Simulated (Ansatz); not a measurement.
Zn8O9 (cell with a defect)

The calculation's input:

```
crystal:
  lattice:
    - [-3.219, -5.575472, 0.0]
    - [4.8285, -2.787736, 0.0]
    - [0.0, 0.0, 5.1489]
  atoms:
    - { symbol: Zn, position: [0.5, 0.3333333, 0.0] }
    - { symbol: Zn, position: [0.5, 0.6666667, 0.5] }
    - { symbol: O, position: [0.5, 0.3333333, 0.3816] }
    - { symbol: O, position: [0.5, 0.6666667, 0.8816] }
    - { symbol: Zn, position: [0.25, 0.8333333, 0.0] }
    - { symbol: Zn, position: [0.25, 0.1666667, 0.5] }
    - { symbol: O, position: [0.25, 0.8333333, 0.3816] }
    - { symbol: O, position: [0.25, 0.1666667, 0.8816] }
    - { symbol: Zn, position: [0.0, 0.3333333, 0.0] }
    - { symbol: Zn, position: [0.0, 0.6666667, 0.5] }
    - { symbol: O, position: [0.0, 0.3333333, 0.3816] }
    - { symbol: O, position: [0.0, 0.6666667, 0.8816] }
    - { symbol: Zn, position: [0.75, 0.8333333, 0.0] }
    - { symbol: Zn, position: [0.75, 0.1666667, 0.5] }
    - { symbol: O, position: [0.75, 0.8333333, 0.3816] }
    - { symbol: O, position: [0.75, 0.1666667, 0.8816] }
    - { symbol: O, position: [0.7539215, 0.3420202, 0.1892303], spin: 1.0 }
magnetization:
  spin_polarized: true
basis:
  ecutwfc: 420.0
kpoints:
  mp_grid: { grid: [2, 2, 2] }
hamiltonian:
  xc: pbesol
scf:
  occupations: { method: fermi_dirac, width: 0.05 }
  lower_state_search: "off"
relax:
  f_tol: 0.03
  max_steps: 60
  adjacent_minimum: "off"
output:
  write_density: true
  write_potential: true
  elf: true
  volumetric_format: npy
```

Launched as:

```sh
ansatz run input.yaml --threads 2 --pin off --max-ram 5120MiB --backend cpu --events-out ev --progress --plain --runs-dir out
```

The fields are those of the run's last geometry, not of the input's.

Spin-polarised.

These are results of DFT PBEsol, scalar-relativistic, plane waves, PAW in Ansatz 0.2.0, not measurements.

In a PAW calculation such maps are meaningful between the atoms, not at the nuclei.

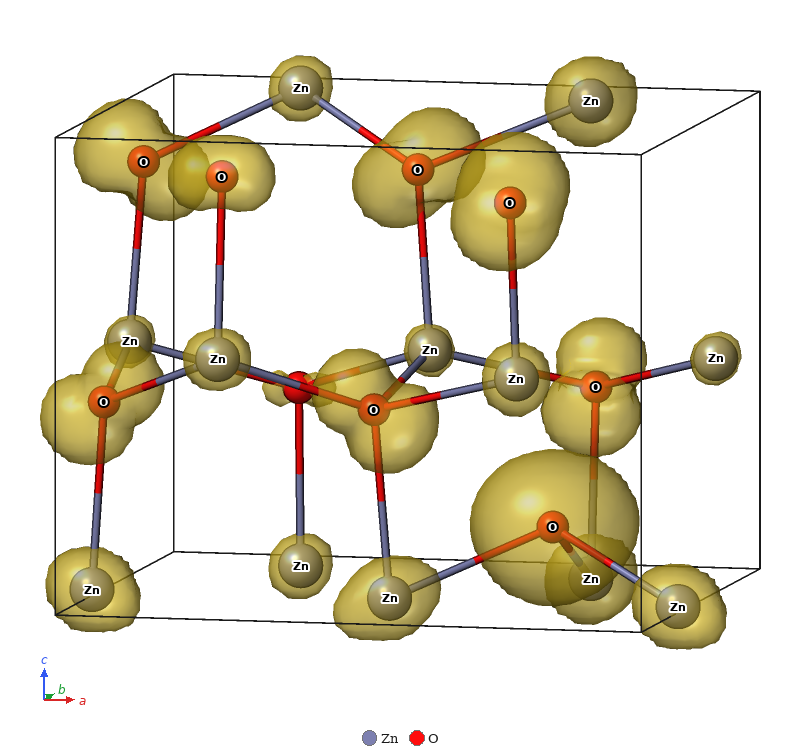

Figure 1. Isosurface of the spin density (up minus down) at +0.04 e/Å³ (yellow), seen slightly off an axis. Sticks mark near contacts.

**Which atoms carry the moments, and with what signs?**

The spin density sits on O: +0.6 μB in one cell of 17 atoms, with smaller moments on other sites: Zn (up to +0.09 μB) and O (up to +0.18 μB): with much of the spin spread outside that site. The cell of the calculation (17 atoms) carries 1.9 μB of net spin moment.

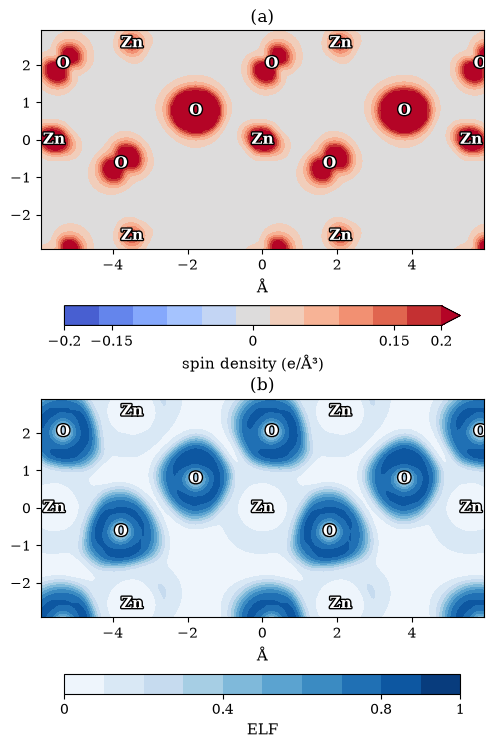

Figure 2. (a) spin density; (b) ELF on the (100) plane of the calculation cell.

**Describe what can be read from this map.**

The plane passes through Zn and O nuclei.
Zn–O (1.90 Å): the ELF peaks at about 0.85 in the valence shell of O, 0.6 Å from its nucleus, and is about 0.30 at the midpoint.
Zn–O (1.94 Å): the ELF peaks at about 0.80 in the valence shell of O, 0.6 Å from its nucleus, and is about 0.25 at the midpoint (no localised pair shows between them).
Zn–O (2.05 Å): the ELF peaks at about 0.85 in the valence shell of O, 0.6 Å from its nucleus, and is about 0.20 at the midpoint (no localised pair shows between them).
The ELF also peaks beside O, away from the bonds: non-bonding electrons, paired or unpaired.

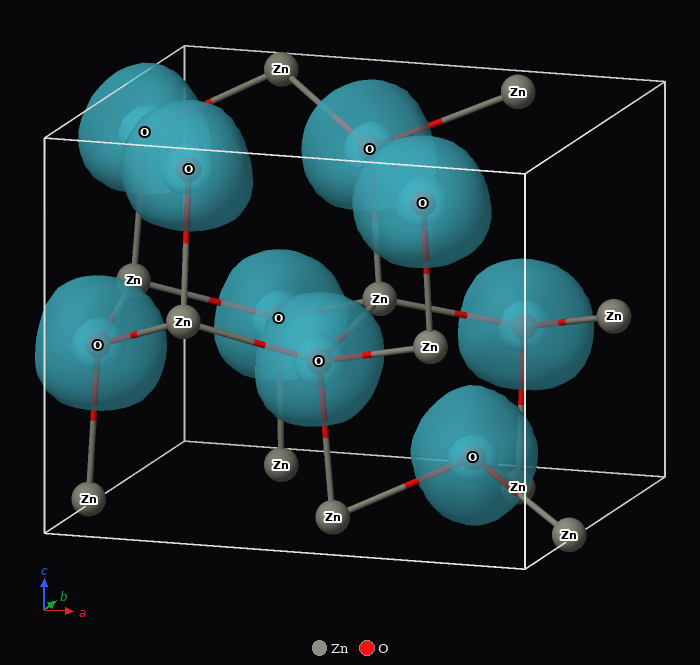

Figure 3. Isosurface of the ELF at 0.65 (cyan), seen slightly off an axis. Only the valence region is drawn (cores and ρ < 0.01 e/Å³ removed). Sticks mark near contacts.

**What do the ELF domains correspond to?**

The ELF exceeds this value in nine regions wrapped around O (the valence shell of each), counted in one cell of 17 atoms. Regions shared between cells count once.

**Metal or insulator at this level of theory?**

It is metallic or semimetallic at this level of theory: no gap opens.
